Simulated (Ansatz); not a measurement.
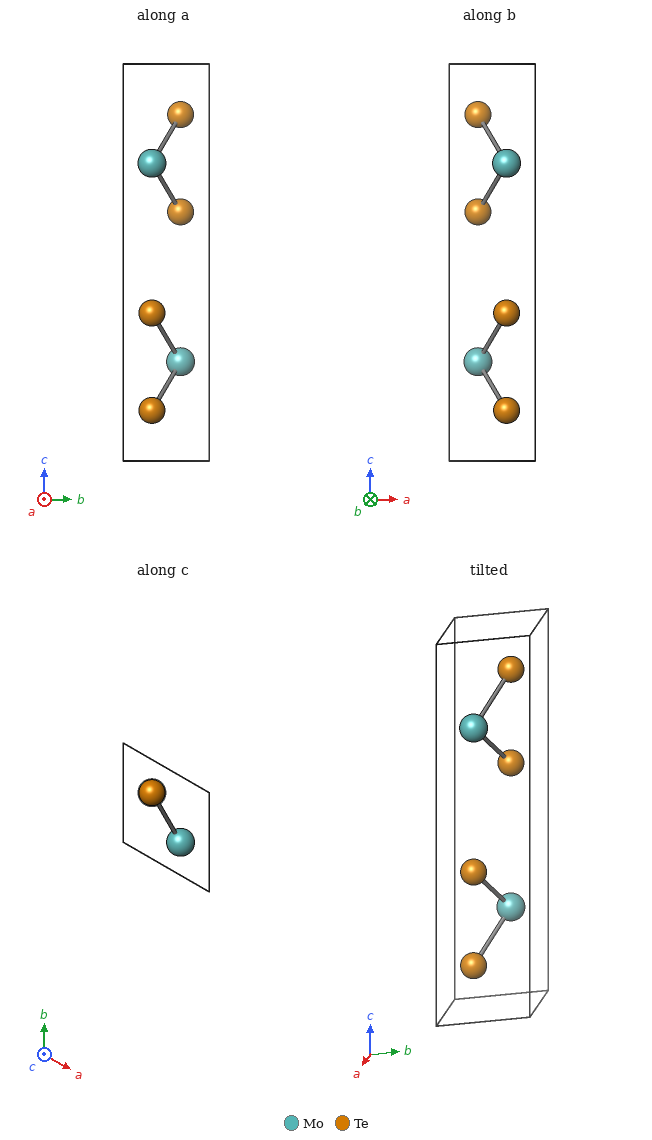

The crystal in a ball-and-stick representation, seen along the a axis, along the b axis, along the c axis and slightly off an axis. One conventional unit cell is framed, with atoms on its boundary repeated.

Lattice parameters: a = 3.613 Å, b = 3.613 Å, c = 14.460 Å, α = 90.00°, β = 90.00°, γ = 120.00°. Put a along x and b in the xy plane.

Reconstruct the structure as a POSCAR file, with free fractional coordinates to two decimals.

```
Mo Te
1.0
     3.613    0.000    0.000
    -1.806    3.129    0.000
     0.000    0.000   14.460
Mo Te
2 4
Direct
  0.3333 0.6667 0.25
  0.6667 0.3333 0.75
  0.6667 0.3333 0.37
  0.6667 0.3333 0.13
  0.3333 0.6667 0.87
  0.3333 0.6667 0.63
```

The initial geometry was a structure type filled with these elements by a generator (whether the compound takes this form wasn't checked). The cell was then strained or its atoms displaced on purpose. A calculation with Ansatz used it as input.
